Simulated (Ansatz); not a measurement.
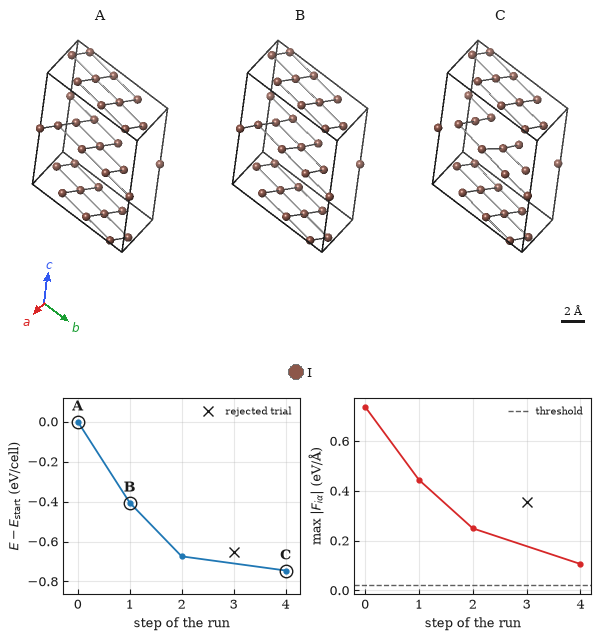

Frames of a relaxation of a defect cell of composition I, marked on the history of the run. A ball-and-stick model of the cell of the calculation (origin shifted), seen slightly off an axis.

Case: I vacancy, atoms relaxed.

Theory: Ansatz, DFT PBE+D3(BJ), scalar-relativistic, plane waves, PAW. Settings: plane-wave cutoff 420 eV; k-point mesh 4 × 4 × 4; occupations gaussian; smearing width 0.1 eV; no spin polarisation; atoms relaxed in a fixed cell; force threshold 0.02 eV/Å; at most 50 steps.

What happens along the run?

Answer. The run was cut off at its time limit before the relaxation converged, so the last structure is only a point on the way. The largest moves, 0.33 Å, are those of I atoms. The lattice vectors keep their values. Near-neighbour distances that change, for instance: I–I 3.196 → 3.689 Å, I–I 3.196 → 2.944 Å, I–I 3.196 → 3.003 Å, I–I 3.196 → 3.362 Å. Among the angles between lasting bonds that change: I–I–I 180.0° → 172.9°, I–I–I 90.1° → 95.9°. After 3 accepted moves (4 points after the start) the energy has fallen by 0.745 eV per cell of the calculation. Largest force component: 0.74 eV/Å at the start, 0.11 eV/Å at the end. The line search rejected the trial step at point 3 of the run. From step 0 to 1: I atoms move most (0.14 Å), energy −0.406 eV per cell of the calculation. From step 1 to 4: I atoms move most (0.22 Å), energy −0.339 eV per cell of the calculation.

```
step  E − E(0), meV/atom  largest force component, eV/Å      note
   0                0.00                         0.7382          
   1              -21.35                         0.4442          
   2              -35.49                         0.2493          
   3              -34.22                         0.3540  rejected
   4              -39.22                         0.1060
```
